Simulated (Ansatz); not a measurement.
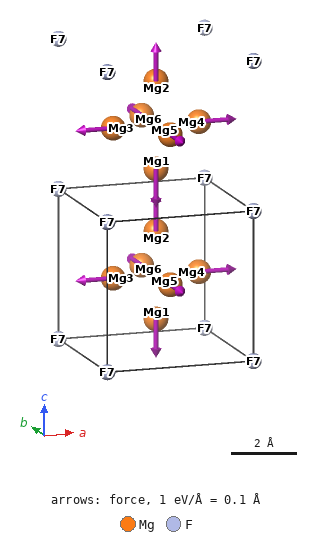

Starting geometry of crystalline Mg6F (a generated structure, set up in Pm-3m) (coarse preliminary run) with the computed forces as purple arrows. Style: ball-and-stick. Shown: the cell of the calculation, repeated 1 × 1 × 2 with one cell outlined, slightly off an axis.

Computed with Ansatz, DFT PBE, scalar-relativistic, plane waves, PAW.

The input:
```yaml
crystal:
  lattice:
    - [4.8015071, 0.0, 0.0]
    - [0.0, 4.8015071, 0.0]
    - [0.0, 0.0, 4.8015071]
  atoms:
    - { symbol: Mg, position: [0.5, 0.5, 0.207] }
    - { symbol: Mg, position: [0.5, 0.5, 0.793] }
    - { symbol: Mg, position: [0.207, 0.5, 0.5] }
    - { symbol: Mg, position: [0.793, 0.5, 0.5] }
    - { symbol: Mg, position: [0.5, 0.207, 0.5] }
    - { symbol: Mg, position: [0.5, 0.793, 0.5] }
    - { symbol: F, position: [0.0, 0.0, 0.0] }
basis:
  ecutwfc: 420
kpoints:
  mp_grid: { grid: [4, 4, 4] }
hamiltonian:
  xc: pbe
scf:
  occupations: { method: gaussian, width: 0.1 }
  lower_state_search: "off"
output:
  forces: true
  stress: true
  eigenvalues: true
relax:
  adjacent_minimum: "off"
  f_tol: 0.04
  max_steps: 70
  cell: { stress_tol: 0.4 }
```

Launched with:
```bash
ansatz run input.yaml --threads 1 --pin off --max-ram 2048MiB --backend cpu --events-out ev --progress --plain --runs-dir out
```

What follows when this structure is relaxed?

Answer. It isn't relaxed: the largest force vector, on Mg atoms, is 12.43 eV/Å. The atoms end up moving mostly along the starting forces (cosine between the two patterns 1.00). The largest moves relative to the cell, 0.064 Å, are those of Mg1, Mg2, Mg3, Mg4, Mg5 and Mg6. Mg2 goes along +c. F stays in place. The volume changes by +266.8 %, with a = b = c 4.802 → 7.405 Å (+54.2 %). Among the contacts that change: Mg1–Mg2 2.814 → 4.468 Å, Mg1–Mg3 1.990 → 3.159 Å, Mg1–Mg2 (another image) 1.988 → 2.937 Å. The space group stays Pm-3m (No. 221). After 13 accepted moves (16 points after the start) the energy has fallen by 31.448 eV per cell of the calculation. Largest force component: 12 eV/Å at the start, 0.005 eV/Å at the end. Pressure: 95.46 GPa at the start and −0.01 GPa at the end. At 3 points the geometry stayed and the basis and grid were re-selected for the new cell (energy shift of 2.575 eV per cell of the calculation at most each time).
